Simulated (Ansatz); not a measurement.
## Single-point calculation, with input and output: SiO2 (part 1 of 2)

SiO2 (I-42d, 48 atoms in the cell), computed with DFT PBE, scalar-relativistic, plane waves, PAW, no spin polarisation (Ansatz 0.2.0).

The structure derives from an entry of the Crystallography Open Database.

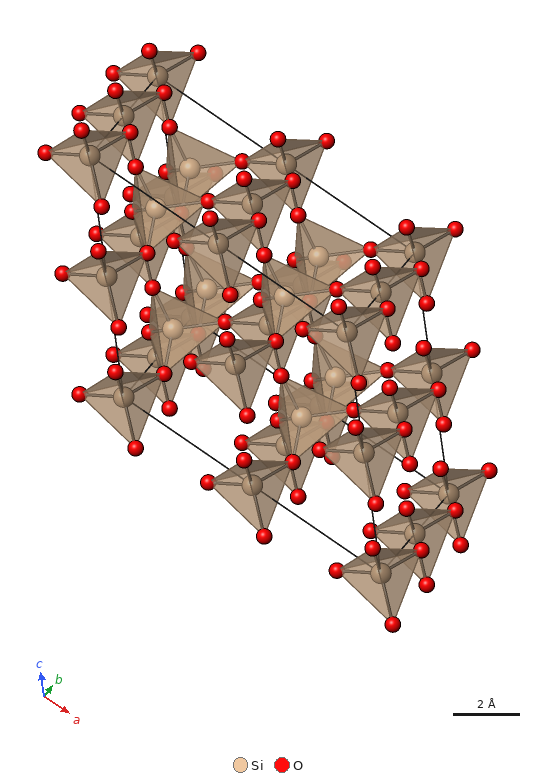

The input geometry (polyhedral view of the cell of the calculation, seen slightly off an axis; polyhedra are completed across the faces of the cell). An atom can appear more than once, as a periodic image.

## The input
```yaml
crystal:
  lattice:
    - [9.4962, 0.0, 0.0]
    - [0.0, 9.4962, 0.0]
    - [-4.7481, -4.7481, 7.488]
  atoms:
    - { symbol: Si, position: [0.0, 0.0, 0.0] }
    - { symbol: Si, position: [0.0, 0.0, 0.5] }
    - { symbol: Si, position: [0.5, 0.0, 0.5] }
    - { symbol: Si, position: [0.5, 0.0, 0.0] }
    - { symbol: Si, position: [0.0, 0.5, 0.5] }
    - { symbol: Si, position: [0.0, 0.5, 0.0] }
    - { symbol: Si, position: [0.5, 0.5, 0.0] }
    - { symbol: Si, position: [0.5, 0.5, 0.5] }
    - { symbol: Si, position: [0.125, 0.375, 0.25] }
    - { symbol: Si, position: [0.125, 0.375, 0.75] }
    - { symbol: Si, position: [0.625, 0.375, 0.75] }
    - { symbol: Si, position: [0.625, 0.375, 0.25] }
    - { symbol: Si, position: [0.125, 0.875, 0.75] }
    - { symbol: Si, position: [0.125, 0.875, 0.25] }
    - { symbol: Si, position: [0.625, 0.875, 0.25] }
    - { symbol: Si, position: [0.625, 0.875, 0.75] }
    - { symbol: O, position: [0.3125, 0.49919, 0.375] }
    - { symbol: O, position: [0.3125, 0.49919, 0.875] }
    - { symbol: O, position: [0.8125, 0.49919, 0.875] }
    - { symbol: O, position: [0.8125, 0.49919, 0.375] }
    - { symbol: O, position: [0.3125, 0.99919, 0.875] }
    - { symbol: O, position: [0.3125, 0.99919, 0.375] }
    - { symbol: O, position: [0.8125, 0.99919, 0.375] }
    - { symbol: O, position: [0.8125, 0.99919, 0.875] }
    - { symbol: O, position: [0.12419, 0.1875, 0.125] }
    - { symbol: O, position: [0.12419, 0.1875, 0.625] }
    - { symbol: O, position: [0.62419, 0.1875, 0.625] }
    - { symbol: O, position: [0.62419, 0.1875, 0.125] }
    - { symbol: O, position: [0.12419, 0.6875, 0.625] }
    - { symbol: O, position: [0.12419, 0.6875, 0.125] }
    - { symbol: O, position: [0.62419, 0.6875, 0.125] }
    - { symbol: O, position: [0.62419, 0.6875, 0.625] }
    - { symbol: O, position: [0.0625, 0.37581, 0.375] }
    - { symbol: O, position: [0.0625, 0.37581, 0.875] }
    - { symbol: O, position: [0.5625, 0.37581, 0.875] }
    - { symbol: O, position: [0.5625, 0.37581, 0.375] }
    - { symbol: O, position: [0.0625, 0.87581, 0.875] }
    - { symbol: O, position: [0.0625, 0.87581, 0.375] }
    - { symbol: O, position: [0.5625, 0.87581, 0.375] }
    - { symbol: O, position: [0.5625, 0.87581, 0.875] }
    - { symbol: O, position: [0.00081, 0.4375, 0.125] }
    - { symbol: O, position: [0.00081, 0.4375, 0.625] }
    - { symbol: O, position: [0.50081, 0.4375, 0.625] }
    - { symbol: O, position: [0.50081, 0.4375, 0.125] }
    - { symbol: O, position: [0.00081, 0.9375, 0.625] }
    - { symbol: O, position: [0.00081, 0.9375, 0.125] }
    - { symbol: O, position: [0.50081, 0.9375, 0.125] }
    - { symbol: O, position: [0.50081, 0.9375, 0.625] }
basis:
  ecutwfc: 420
  fft_grid_basis: typed
kpoints:
  mp_grid: { grid: [2, 2, 2] }
hamiltonian:
  xc: pbe
  pseudopotentials: { kind: paw }
scf:
  occupations: { method: gaussian, width: 0.05 }
output:
  forces: true
  stress: false
  eigenvalues: true
  bader: false
  write_density: true
  volumetric_format: npy
```

Run on 4 threads of Arm Neoverse V1, 24 GiB of memory available, shared host.

Run as:
```bash
ansatz run input.yaml --threads 4 --pin off --max-ram 10240MiB --backend cpu --events-out ev --progress --plain --runs-dir out
```

## What the program printed
```
Engine: ansatz 0.2.0, aarch64-unknown-linux-gnu
Pseudopotentials: kind: paw
Pseudopotential: Si, paw, valence charge 4, recommended cutoff 420 eV (normal), Si.paw.azcp
Pseudopotential: O, paw, valence charge 6, recommended cutoff 420 eV (normal), O.paw.azcp
Functional definition: PBE
  parameter kappa = 0.804
  parameter beta = 0.06672455060314922
  exchange = pbe_x(kappa = kappa, mu = beta*pi^2/3)
  correlation = pbe_c(beta = beta)
Crystal: 48 atoms, lattice volume = 675.251 Å³
Basis set: ecut = 420 eV, 13185 PW (Γ), exchange–correlation on 128×128×144 points (8 copies of the dense FFT grid, shifted against one another)
Bands: 176, of which v1, the nominal top of the filled ones, is band 128 counted from 1 (127 counted from 0)
Symmetry: 64 space group operations
Space group: I-42d (ITA 122), of the structure as read, at distance tolerance 8.8e-5 Å
k-points: 4 of 8
Non-local potential: Si, projectors of the file, l = 0: 2, l = 1: 2, l = 2: 2
Non-local potential: O, projectors of the file, l = 0: 2, l = 1: 2, l = 2: 1
PAW form: soft (Blöchl's): semilocal exchange-correlation on the pseudo side does not see the compensation charge
PAW one-centre angular grid: Si, 110 points (default); XC on 64 Gauss nodes
PAW one-centre angular grid: O, 110 points (default); XC on 64 Gauss nodes
Initial density: superposition of atomic densities (neutral atoms: chi_scale 0, normalization atom), corrected by the library's trained network
Initial wavefunctions: pseudopotential atomic-orbital guess
Functional: x = pbe(κ = 0.804, μ = 0.2195149727645171), c = pbe(β = 0.06672455060314922)
SCF iter   1: F=—  HF=-28384.976705 eV  |F-HF|=—  |Δ(HF+E_count)|=         —  Δρ=9.72e-4  dr2=1.57e-3  ethr=1.77e-3  ⟨swp⟩=6.2  Hψ=3475  notcnv=0  defer=68
preconditioner: auto → Resta (q_TF=auto, 2.321 Å⁻¹)  ε∞=2.9  [insulator: Δε(μ)=6.043 eV  Ē_g=16.699 eV  σ=0.050 eV  W_gap=1.00  n_scr=144 (ndim 8)  ℏωp=22.9 eV  f_vac=0.207  D(μ)=0.00/eV (n_scr^D=0)  ε∞_Penn≈2.9]
SCF iter   2: F=—  HF=-28384.989489 eV  |F-HF|=—  |Δ(HF+E_count)|=   1.28e-2  Δρ=5.36e-4  dr2=5.15e-4  ethr=6.13e-7  ⟨swp⟩=3.0  Hψ=1393  notcnv=0  defer=111
SCF iter   3: F=—  HF=-28384.993982 eV  |F-HF|=—  |Δ(HF+E_count)|=   4.49e-3  Δρ=7.49e-5  dr2=2.20e-5  ethr=2.01e-7  ⟨swp⟩=2.0  Hψ=1049  notcnv=0  defer=16
automatic band count: iteration 3 solves 148 bands in place of 176: the levels show a gap, and the empty bands left out lie too high to hold charge; the band table lists the bands solved (type scf.n_extra_bands for more)
SCF iter   4: F=—  HF=-28384.994827 eV  |F-HF|=—  |Δ(HF+E_count)|=   8.44e-4  Δρ=3.28e-5  dr2=4.52e-6  ethr=8.60e-9  ⟨swp⟩=2.0  Hψ=793  notcnv=0  defer=16
iter 5 did not close the SCF: its close was put off for the readings that it lacked (scf_convergence_deferred on its scf_iter line)
SCF iter   5: F=-28384.994834 eV  HF=-28384.994834 eV  |F-HF|=6.91e-8  |Δ(HF+E_count)|=   7.28e-6  Δρ=4.33e-6  dr2=9.57e-8  ethr=1.77e-9  ⟨swp⟩=2.0  Hψ=921  notcnv=0  defer=16
SCF iter   6: F=-28384.994834 eV  HF=-28384.994834 eV  |F-HF|=9.50e-9  |Δ(HF+E_count)|=   1.01e-7  Δρ=2.79e-6  dr2=3.41e-8  ethr=3.74e-11  ⟨swp⟩=9.2  Hψ=2680  notcnv=0
SCF 1 converged in 6 iterations: F = -28384.994834 eV  dr2 = 3.41e-8
  greatest PAW one-centre occupation: 0.863 electrons in one spin orbital (limit 2), on the O atom at site 47 (counted from 0), in its partial waves of l = 0
```

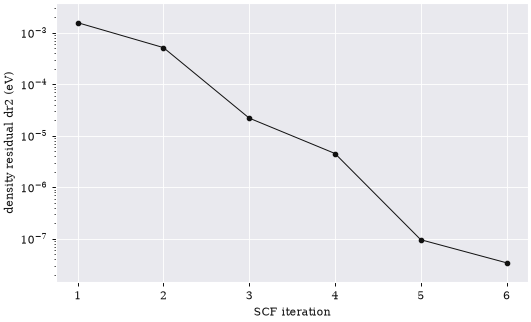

Convergence of the self-consistent field: density residual dr2 against the SCF iteration. The residual falls at every step.

```
SCF converged after 6 iterations
Free energy (F): -28384.994834 eV
Harris-Foulkes:  -28384.994834 eV  (|F-HF|=9.50e-9)
Internal energy: -28384.994834 eV  (E = F + TS)
E sigma→0 (E₀):  -28384.994834 eV
Fermi energy:    4.190209 eV
--- Per-component energies (eV) ---
  E_band       = -1369.207822
  E_kinetic    = 6438.105077
  E_local      = -17586.307564  (includes V_loc(G=0)·N_el)
  E_nonlocal   = 1923.469135
  E_hartree    = 6436.958041
  E_xc         = -3269.611639
  E_vxc        = -3795.033053  (∫ρ·V_xc dr)
  E_paw        = -13298.088776  (= ΣΔE_a)
  E_vpaw       = -1223.420516  (= ΣTr[D̂ρ^β])
  E_aug_tail   = 0.083152  (compensation charges beyond the density's cutoff)
  E_ewald      = -9029.602260
  E_smearing   = -0.000000  (= −TS)
  E_closure    = -0.000000  (closes the sum)
  Σ components = -28384.994834   (vs F -28384.994834, Δ=0.00e0)
--- Forces (eV/Å), atoms counted from 1 ---
  atom   1  Si    -0.00000000     0.00000000     0.00000000
  atom   2  Si    -0.00000000     0.00000000     0.00000000
  atom   3  Si    -0.00000000     0.00000000    -0.00000000
  atom   4  Si    -0.00000000     0.00000000    -0.00000000
  atom   5  Si    -0.00000000     0.00000000    -0.00000000
  atom   6  Si    -0.00000000     0.00000000    -0.00000000
  atom   7  Si    -0.00000000     0.00000000     0.00000000
  atom   8  Si    -0.00000000     0.00000000     0.00000000
  atom   9  Si    -0.00000000    -0.00000000    -0.00000000
  atom  10  Si    -0.00000000    -0.00000000     0.00000000
  atom  11  Si    -0.00000000    -0.00000000     0.00000000
  atom  12  Si    -0.00000000    -0.00000000    -0.00000000
  atom  13  Si    -0.00000000    -0.00000000    -0.00000000
  atom  14  Si    -0.00000000    -0.00000000     0.00000000
  atom  15  Si    -0.00000000    -0.00000000     0.00000000
  atom  16  Si    -0.00000000    -0.00000000     0.00000000
  atom  17  O      0.00000000     0.13063058    -0.00000000
  atom  18  O      0.00000000     0.13063058    -0.00000000
  atom  19  O      0.00000000     0.13063058     0.00000000
  atom  20  O      0.00000000     0.13063058     0.00000000
  atom  21  O      0.00000000     0.13063058     0.00000000
  atom  22  O      0.00000000     0.13063058     0.00000000
  atom  23  O      0.00000000     0.13063058     0.00000000
  atom  24  O      0.00000000     0.13063058     0.00000000
  atom  25  O      0.13063058    -0.00000000     0.00000000
  atom  26  O      0.13063058     0.00000000     0.00000000
  atom  27  O      0.13063058    -0.00000000     0.00000000
  atom  28  O      0.13063058    -0.00000000     0.00000000
  atom  29  O      0.13063058    -0.00000000     0.00000000
  atom  30  O      0.13063058     0.00000000     0.00000000
  atom  31  O      0.13063058    -0.00000000    -0.00000000
  atom  32  O      0.13063058    -0.00000000     0.00000000
  atom  33  O      0.00000000    -0.13063058     0.00000000
  atom  34  O      0.00000000    -0.13063058     0.00000000
  atom  35  O      0.00000000    -0.13063058    -0.00000000
  atom  36  O      0.00000000    -0.13063058     0.00000000
  atom  37  O      0.00000000    -0.13063058     0.00000000
  atom  38  O      0.00000000    -0.13063058     0.00000000
  atom  39  O      0.00000000    -0.13063058     0.00000000
  atom  40  O      0.00000000    -0.13063058    -0.00000000
  atom  41  O     -0.13063058    -0.00000000     0.00000000
  atom  42  O     -0.13063058    -0.00000000     0.00000000
  atom  43  O     -0.13063058    -0.00000000     0.00000000
  atom  44  O     -0.13063058    -0.00000000     0.00000000
  atom  45  O     -0.13063058    -0.00000000     0.00000000
  atom  46  O     -0.13063058    -0.00000000    -0.00000000
  atom  47  O     -0.13063058    -0.00000000     0.00000000
  atom  48  O     -0.13063058    -0.00000000    -0.00000000
  max |Σ_I F_I| component: 1.39e-16 eV/Å
--- Band table (eV) ---
```
